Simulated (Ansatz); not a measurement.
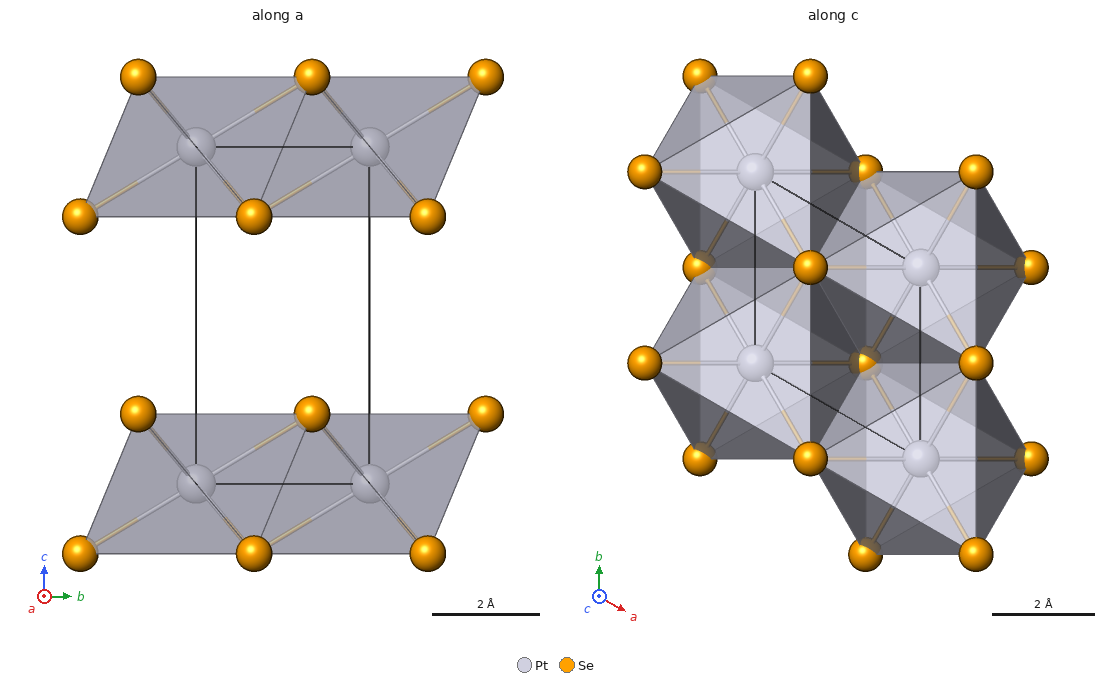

This polyhedral model is shown along the a axis and along the c axis. One conventional unit cell is framed, with atoms on its boundary repeated. Some atoms of the next cells are drawn as well.

PtSe₂, space group P-3m1 (No. 164), a = 3.75 Å, b = 3.75 Å, c = 6.30 Å, α = 90.00°, β = 90.00°, γ = 120.00°.

Run with DFT PBE, scalar-relativistic, plane waves, PAW in Ansatz and these settings: a 420 eV plane-wave basis, a 12×12×6 grid in reciprocal space, Gaussian smearing of 0.02 eV, no spin polarisation.

> Does it come out as a metal, or with a gap?

A semiconductor at this level, with a gap of 0.72 eV on the k-mesh (the true edges may lie between mesh points, so the gap can be somewhat smaller).

Origin of the cell: a structure listed in the Materials Project. It is drawn as it came out of a relaxation with DFT PBE, scalar-relativistic, plane waves, PAW (Ansatz 0.2.0).
